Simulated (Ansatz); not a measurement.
Run report: Ni13Si7, single-point calculation (part 1 of 2)

System: Ni13Si7 (slab, 20 atoms in the cell).
Method: DFT PBEsol, scalar-relativistic, plane waves, PAW, no spin polarisation (Ansatz 0.2.0).

The structure derives from an entry of the Crystallography Open Database. It belongs to a series of runs on one base structure; here: (0 0 1) slab cut from the bulk. Figures and captions count atoms from 1; the log counts them from 0 in places.

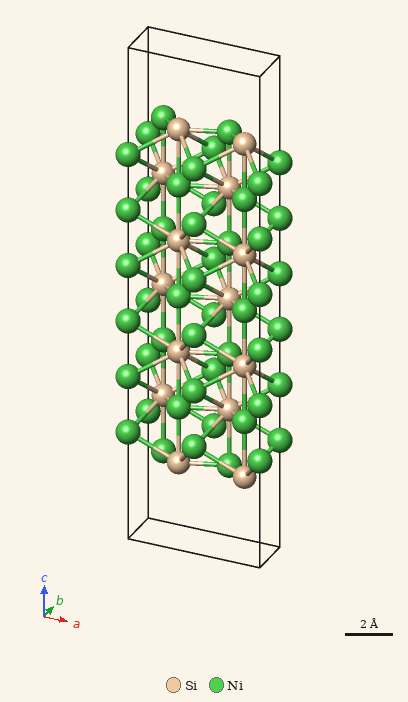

*The structure as given in the input (ball-and-stick view of the 2 × 1 repeat of the cell, with the vacuum cut short, seen slightly off an axis). An atom can appear more than once, as a periodic image.*

### Key numbers

```tsv
quantity	value
outcome	converged
electrons treated	262
free energy	−79823.5041 eV
work function, top face	4.71 eV
work function, bottom face	4.71 eV
Fermi energy	7.591 eV
gap on the k-point mesh	none (metallic)
work function (upper face)	4.71 eV
largest force (length of the vector)	1.160 eV/Å
hardware	4 threads of Intel Xeon (Granite Rapids), 32 GiB of memory available, shared host
wall time	20 s (CPU time 76 s)
peak memory	1.7 GiB
```

### Remarks

Warnings of the run: the exchange-correlation potential is rough where the density is thin. The run has no spin polarisation, so a magnetic state may lie lower.

### Input
```yaml
crystal:
  lattice:
    - [3.8684636528, 0.0, 0.0]
    - [-1.9342318264, 3.350187797, 0.0]
    - [0.0, 0.0, 29.750955775]
  atoms:
    - { symbol: Si, position: [0.6666666667, 0.3333333333, 0.2520927414] }
    - { symbol: Ni, position: [0.3333333333, 0.6666666667, 0.2520927414] }
    - { symbol: Ni, position: [0.0, 0.0, 0.2934106178] }
    - { symbol: Si, position: [0.3333333333, 0.6666666667, 0.3347284943] }
    - { symbol: Ni, position: [0.6666666667, 0.3333333333, 0.3347284943] }
    - { symbol: Ni, position: [0.0, 0.0, 0.3760463707] }
    - { symbol: Si, position: [0.6666666667, 0.3333333333, 0.4173642471] }
    - { symbol: Ni, position: [0.3333333333, 0.6666666667, 0.4173642471] }
    - { symbol: Ni, position: [0.0, 0.0, 0.4586821236] }
    - { symbol: Si, position: [0.3333333333, 0.6666666667, 0.5] }
    - { symbol: Ni, position: [0.6666666667, 0.3333333333, 0.5] }
    - { symbol: Ni, position: [0.0, 0.0, 0.5413178764] }
    - { symbol: Si, position: [0.6666666667, 0.3333333333, 0.5826357529] }
    - { symbol: Ni, position: [0.3333333333, 0.6666666667, 0.5826357529] }
    - { symbol: Ni, position: [0.0, 0.0, 0.6239536293] }
    - { symbol: Si, position: [0.3333333333, 0.6666666667, 0.6652715057] }
    - { symbol: Ni, position: [0.6666666667, 0.3333333333, 0.6652715057] }
    - { symbol: Ni, position: [0.0, 0.0, 0.7065893822] }
    - { symbol: Si, position: [0.6666666667, 0.3333333333, 0.7479072586] }
    - { symbol: Ni, position: [0.3333333333, 0.6666666667, 0.7479072586] }
basis:
  ecutwfc: 420
kpoints:
  mp_grid: { grid: [9, 9, 1] }
hamiltonian:
  xc: pbesol
scf:
  occupations: { method: gaussian, width: 0.1 }
output:
  forces: true
  stress: true
  eigenvalues: true
  write_density: true
  write_potential: true
  elf: true
  volumetric_format: npy
efield:
  axis: 3
  dipole_correction: true
  ramp_width: 0.04
```

Command:
```bash
ansatz run input.yaml --threads 4 --pin off --max-ram 10240MiB --backend cpu --events-out ev --progress --plain --runs-dir out
```

### What the program printed
```
Engine: ansatz 0.2.0, x86_64-unknown-linux-gnu
Pseudopotentials: kind: paw
Pseudopotential: Si, paw, valence charge 4, recommended cutoff 420 eV (normal), Si.paw.azcp
Pseudopotential: Ni, paw, valence charge 18, recommended cutoff 420 eV (normal), Ni.paw.azcp
Functional definition: PBEsol
  exchange = pbesol_x
  correlation = pbesol_c
Crystal: 20 atoms, lattice volume = 385.575 Å³
Basis set: ecut = 420 eV, 7623 PW (Γ), exchange–correlation on 54×54×400 points (8 copies of the dense FFT grid, shifted against one another)
Bands: 158, of which v1, the nominal top of the filled ones, is band 131 counted from 1 (130 counted from 0)
Symmetry: 6 space group operations
k-points: 12 of 81 (time reversal used)
Non-local potential: Si, projectors of the file, l = 0: 2, l = 1: 2, l = 2: 2
Non-local potential: Ni, projectors of the file, l = 0: 3, l = 1: 2, l = 2: 3, l = 3: 1
PAW form: soft (Blöchl's): semilocal exchange-correlation on the pseudo side does not see the compensation charge
PAW frozen core: Si, regenerated for the run's functional, and the local potential with it (the file was generated under x = pbe(κ = 0.804, μ = 0.2195149727645171), c = pbe(β = 0.06672455060314922))
PAW frozen core: Ni, regenerated for the run's functional, and the local potential with it (the file was generated under x = pbe(κ = 0.804, μ = 0.2195149727645171), c = pbe(β = 0.06672455060314922))
PAW one-centre angular grid: Si, 110 points (default); XC on 64 Gauss nodes
PAW one-centre angular grid: Ni, 590 points (default); XC on 64 Gauss nodes
Initial density: superposition of atomic densities (neutral atoms: chi_scale 0, normalization atom), corrected by the library's trained network
Initial wavefunctions: pseudopotential atomic-orbital guess
Functional: x = pbesol(κ = 0.804, μ = 0.12345679012345678), c = pbesol(β = 0.046)
SCF iter   1: F=—  HF=-79823.681145 eV  |F-HF|=—  |Δ(HF+E_count)|=         —  Δρ=2.03e-2  dr2=6.28e0  ethr=1.77e-3  p=0.000 e·Å  D=7.29e-14 V/Å  ΔV_dip=-0.00 eV  dr2_dipole=6.03e-6  V_vac-E_F(+/−)=4.89/4.89 eV  ⟨swp⟩=8.1  Hψ=8674  notcnv=0  defer=77
efield: sawtooth ramp at fractional position 0.9800 (placed from the atoms, in the widest stretch of the axis that holds none; the zero of the levels goes with the place), width 0.0400; the density the first Hamiltonian is built on has a dipole p = 0.000 e·Å; the dipole correction subtracts the counter field D = 7.29e-14 V/Å, which shifts the + side's vacuum level by -0.00 eV against the − side's; the planar-averaged density in the ramp window peaks in size at 5.9e-5 e/Å³
preconditioner: auto → LDOS  [metal: Δε(μ)=0.014 eV  Ē_g=7.023 eV  σ=0.100 eV  W_gap=0.08  n_scr=126 (ndim 8)  ℏωp=23.8 eV  f_vac=0.406  D(μ)=12.10/eV (n_scr^D=100)  β→1.0]
SCF iter   2: F=—  HF=-79823.801160 eV  |F-HF|=—  |Δ(HF+E_count)|=   1.20e-1  Δρ=2.86e-2  dr2=1.81e0  ethr=1.77e-3  p=0.000 e·Å  D=9.31e-6 V/Å  ΔV_dip=-0.00 eV  dr2_dipole=1.33e-5  V_vac-E_F(+/−)=4.77/4.77 eV  ⟨swp⟩=2.2  Hψ=2964  notcnv=0  defer=226
SCF iter   3: F=—  HF=-79823.530737 eV  |F-HF|=—  |Δ(HF+E_count)|=   2.70e-1  Δρ=9.48e-3  dr2=2.33e-1  ethr=6.92e-4  p=0.000 e·Å  D=6.87e-6 V/Å  ΔV_dip=-0.00 eV  dr2_dipole=6.19e-6  V_vac-E_F(+/−)=4.77/4.77 eV  ⟨swp⟩=2.0  Hψ=2524  notcnv=0  defer=226
SCF iter   4: F=—  HF=-79823.503966 eV  |F-HF|=—  |Δ(HF+E_count)|=   2.68e-2  Δρ=1.96e-3  dr2=1.16e-2  ethr=8.90e-5  p=0.000 e·Å  D=5.50e-6 V/Å  ΔV_dip=-0.00 eV  dr2_dipole=5.25e-7  V_vac-E_F(+/−)=4.73/4.73 eV  ⟨swp⟩=2.9  Hψ=3609  notcnv=0  defer=226
SCF iter   5: F=—  HF=-79823.504057 eV  |F-HF|=—  |Δ(HF+E_count)|=   9.11e-5  Δρ=1.51e-3  dr2=7.74e-3  ethr=4.42e-6  p=0.000 e·Å  D=4.49e-6 V/Å  ΔV_dip=-0.00 eV  dr2_dipole=2.56e-7  V_vac-E_F(+/−)=4.72/4.72 eV  ⟨swp⟩=2.3  Hψ=3040  notcnv=0  defer=226
SCF iter   6: F=—  HF=-79823.503973 eV  |F-HF|=—  |Δ(HF+E_count)|=   8.48e-5  Δρ=6.29e-4  dr2=1.45e-3  ethr=2.95e-6  p=0.000 e·Å  D=3.27e-6 V/Å  ΔV_dip=-0.00 eV  dr2_dipole=8.43e-9  V_vac-E_F(+/−)=4.71/4.71 eV  ⟨swp⟩=1.9  Hψ=2083  notcnv=0  defer=226
SCF iter   7: F=—  HF=-79823.504086 eV  |F-HF|=—  |Δ(HF+E_count)|=   1.13e-4  Δρ=1.68e-4  dr2=1.48e-4  ethr=5.53e-7  p=0.000 e·Å  D=1.58e-6 V/Å  ΔV_dip=-0.00 eV  dr2_dipole=1.39e-8  V_vac-E_F(+/−)=4.71/4.71 eV  ⟨swp⟩=2.0  Hψ=2406  notcnv=0  defer=226
SCF iter   8: F=—  HF=-79823.504154 eV  |F-HF|=—  |Δ(HF+E_count)|=   6.79e-5  Δρ=1.30e-4  dr2=5.91e-5  ethr=5.67e-8  p=0.000 e·Å  D=8.33e-7 V/Å  ΔV_dip=-0.00 eV  dr2_dipole=7.13e-10  V_vac-E_F(+/−)=4.71/4.71 eV  ⟨swp⟩=2.0  Hψ=2560  notcnv=0  defer=226
SCF iter   9: F=—  HF=-79823.504064 eV  |F-HF|=—  |Δ(HF+E_count)|=   8.94e-5  Δρ=4.95e-5  dr2=9.43e-6  ethr=2.26e-8  p=0.000 e·Å  D=3.63e-7 V/Å  ΔV_dip=-0.00 eV  dr2_dipole=7.88e-11  V_vac-E_F(+/−)=4.71/4.71 eV  ⟨swp⟩=2.0  Hψ=2361  notcnv=0  defer=226
SCF iter  10: F=—  HF=-79823.504069 eV  |F-HF|=—  |Δ(HF+E_count)|=   4.07e-6  Δρ=2.72e-5  dr2=2.42e-6  ethr=3.60e-9  p=0.000 e·Å  D=2.13e-7 V/Å  ΔV_dip=-0.00 eV  dr2_dipole=4.80e-11  V_vac-E_F(+/−)=4.71/4.71 eV  ⟨swp⟩=2.4  Hψ=2497  notcnv=0  defer=226
SCF iter  11: F=—  HF=-79823.504072 eV  |F-HF|=—  |Δ(HF+E_count)|=   3.53e-6  Δρ=1.55e-5  dr2=9.60e-7  ethr=9.24e-10  p=0.000 e·Å  D=1.05e-7 V/Å  ΔV_dip=-0.00 eV  dr2_dipole=2.47e-15  V_vac-E_F(+/−)=4.71/4.71 eV  ⟨swp⟩=2.1  Hψ=2326  notcnv=0  defer=226
SCF iter  12: F=-79823.504072 eV  HF=-79823.504072 eV  |F-HF|=1.26e-7  |Δ(HF+E_count)|=   1.21e-7  Δρ=3.97e-6  dr2=6.49e-8  ethr=3.82e-11  p=0.000 e·Å  D=7.02e-8 V/Å  ΔV_dip=-0.00 eV  dr2_dipole=4.05e-13  V_vac-E_F(+/−)=4.71/4.71 eV  ⟨swp⟩=21.1  Hψ=18854  notcnv=0
SCF 1 converged in 12 iterations: F = -79823.504072 eV  dr2 = 6.49e-8
  greatest PAW one-centre occupation: 1.001 electrons in one spin orbital (limit 2), on the Ni atom at site 19 (counted from 0), in its partial waves of l = 1
```

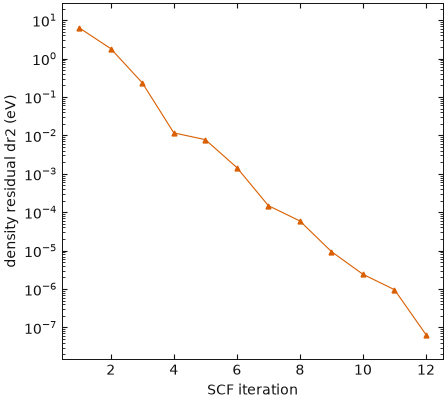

*Convergence of the self-consistent field: density residual dr2 against the SCF iteration.*

The residual falls at every step.

```
WARN: The output density's exchange-correlation potential varies sharply where the density is thin. Do not read a vacuum level from v_tot or v_xc, or from such a field of the output density. On a cell that repeats whose density bears no net charge and no dipole along the vacuum's axis use v_es (v_loc + v_h of the components); under efield.dipole_correction with no amplitude use v_es + v_field, which holds any external_charges[].barrier, or the levels of the report's work_function block, which leave it out; under a non-zero efield.amplitude the vacuum is tilted and has no level; on a cell that repeats and bears such a dipole with no correction it is tilted too, and efield.dipole_correction with no amplitude gives each side of its ramp a level where efield: is served; in a cell that repeats whose density bears a net charge (total_charge, or a fill off its count) it is curved and has none; of a slab under crystal.periodic whose density bears no net charge use v_es, which has a level on each side, short of where the two are joined; of another it falls or rises all the way out and has none; of a slab beside external_charges read slab_vacuum_level instead, which it has where they leave it neutral. The grid or the basis barely resolves most such structure, and the values can differ between equally converged runs; as a rule a tighter scf.convergence.dr2_threshold does not remove it. Where the density itself ripples (under the LDA too) a higher basis.ecutwfc lessens it. The files hold the spikes' plane waves up to the density's cutoff. Files: v_tot_of_output_density and the like, and their columns of v_z.tsv (output.write_potential); v_xc_of_output_density and the like, and their columns of v_comp_z.tsv (output.write_potential_components). Measured: with its Gaussian average of σ = 0.25 Å subtracted twice, the exchange-correlation potential is over 0.1 eV at 210 of the grid points where the equally averaged density (valence and model cores) is under 1e-3 e/Å³, and 0.411 eV at the most among them, at an averaged density of 1.7e-8 e/Å³. The input density's (outcome.potential() and, of a run that writes arrays, v_tot and v_xc) is over 0.1 eV, so measured, at 1062 points of its own thin density, 0.223 eV at the most. See output.write_potential in the manual, Limitations
SCF converged after 12 iterations
Free energy (F): -79823.504072 eV
Harris-Foulkes:  -79823.504072 eV  (|F-HF|=1.26e-7)
Internal energy: -79823.429610 eV  (E = F + TS)
E sigma→0 (E₀):  -79823.466841 eV
Entropy (-TS):   -0.074462 eV (-3.723 meV/atom)
Fermi energy:    7.591088 eV
Dipole field:    D = 0.000001 V/Å  (p = 0.000001 e·Å, saw-weighted, corrected)
Work function:   Φ+ = 4.7057 eV   Φ− = 4.7058 eV
Levels:          The Fermi level and band energies are counted from a zero that moves with the ramp; work functions are not
--- Per-component energies (eV) ---
  E_band       = -6187.517229
  E_kinetic    = 4018.331343
  E_local      = -552615.303038  (includes V_loc(G=0)·N_el)
  E_nonlocal   = 8471.491334
  E_hartree    = 271292.825903
  E_xc         = -1500.630632
  E_vxc        = -1775.183544  (∫ρ·V_xc dr)
  E_paw        = -24252.908780  (= ΣΔE_a)
  E_vpaw       = -6872.637490  (= ΣTr[D̂ρ^β])
  E_aug_tail   = 0.006210  (compensation charges beyond the density's cutoff)
  E_efield     = 0.000000  (sawtooth field / dipole correction)
  E_vefield    = 0.000000  (∫n·V_field dr)
  E_ewald      = 214759.972370
  E_core_change = 2.785680  (= ΣΔE_core)
  E_smearing   = -0.074462  (= −TS)
  E_closure    = -0.000000  (closes the sum)
  Σ components = -79823.504072   (vs F -79823.504072, Δ=0.00e0)
--- Forces (eV/Å), atoms counted from 1 ---
  atom   1  Si     0.00000000     0.00000000     0.73406770
  atom   2  Ni     0.00000000     0.00000000     0.65364737
  atom   3  Ni    -0.00000000     0.00000000    -1.16027720
  atom   4  Si     0.00000000    -0.00000000    -0.25530996
  atom   5  Ni     0.00000000     0.00000000    -0.07492157
  atom   6  Ni     0.00000000     0.00000000     0.02427312
  atom   7  Si     0.00000000     0.00000000     0.02001833
  atom   8  Ni     0.00000000    -0.00000000    -0.06435328
  atom   9  Ni     0.00000000    -0.00000000     0.02486638
  atom  10  Si     0.00000000    -0.00000000     0.00000021
  atom  11  Ni     0.00000000     0.00000000     0.00000043
  atom  12  Ni    -0.00000000    -0.00000000    -0.02486650
  atom  13  Si     0.00000000     0.00000000    -0.02001848
  atom  14  Ni     0.00000000    -0.00000000     0.06435313
  atom  15  Ni    -0.00000000    -0.00000000    -0.02427320
  atom  16  Si     0.00000000    -0.00000000     0.25530976
  atom  17  Ni     0.00000000     0.00000000     0.07492133
  atom  18  Ni     0.00000000     0.00000000     1.16027693
  atom  19  Si    -0.00000000     0.00000000    -0.73406739
  atom  20  Ni    -0.00000000     0.00000000    -0.65364686
  max |Σ_I F_I| component: 2.47e-7 eV/Å
--- Stress (GPa, compression-positive) ---
       -1.113715      -0.000000      -0.000000
       -0.000000      -1.113715      -0.000000
       -0.000000      -0.000000      -1.238502
  P = ⅓ Tr σ = -1.1553 GPa (-11.553 kbar)
--- Band table (eV; the first three rows and the last of 12) ---
```
